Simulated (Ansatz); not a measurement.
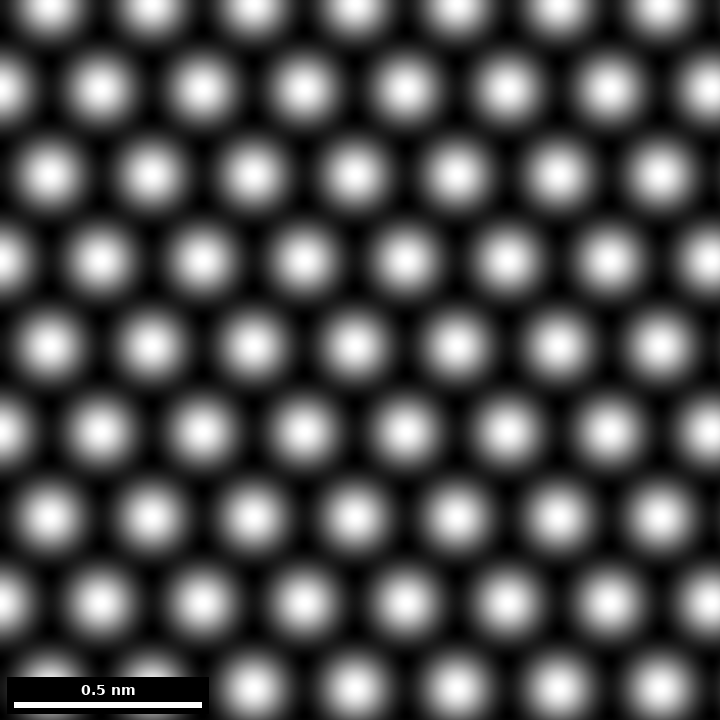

Integrated-DPC-like image of W (Fddd, No. 70) along [100]. Simulated as the projected potential of neutral atoms (B = 0.8 Å²) blurred by a 1.16 Å probe, the thin-sample limit of integrated differential phase contrast. The display is stretched by a gamma of 0.8; percentages refer to the linear signal. Structure used: the geometry relaxed with Ansatz, DFT, RPBE, plane waves (420 eV) with PAW, scalar-relativistic; the starting structure was generated, so it need not be a known form of this composition.

Q: Interpret the image.

A: The projected structure repeats with a cell of 2.65 × 2.65 Å, 119°. All columns are alike (W). The shortest distance between visible columns is 2.65 Å in projection. Along the beam the structure repeats every 2.71 Å.
